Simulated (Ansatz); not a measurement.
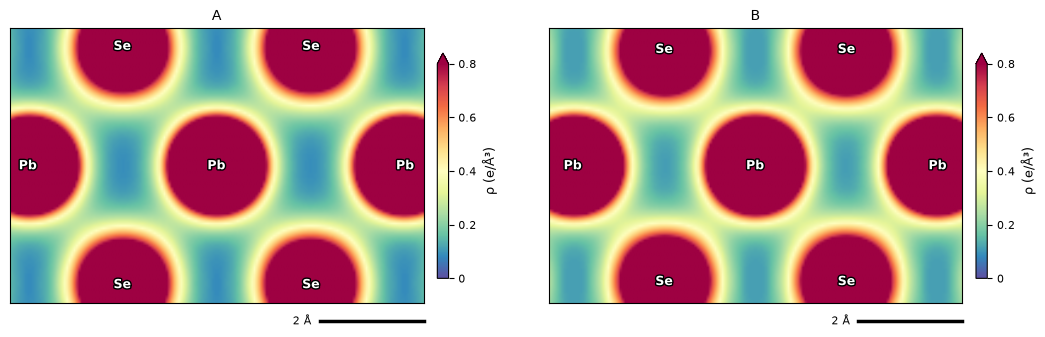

PbSe. The valence pseudo-density of two cells that differ in size and shape, on the (110) plane of each (indices in the axes of the calculation cell), at one length scale and on one colour scale; one has 23.9 and the other 25.4 Å³ an atom.

These are results of DFT PBE+D3(BJ), scalar-relativistic, plane waves, PAW in Ansatz 0.2.0, not measurements.

Question: Which panel shows the smaller cell, and what does the compression change?

Answer: Panel B is the smaller cell, by 6 % in volume. From the larger cell to the smaller, Pb–Se goes from 2.92 to 2.83 Å, and the density at its midpoint from 0.27 to 0.31 e/Å³; the pressure goes from 8 to 14 GPa.
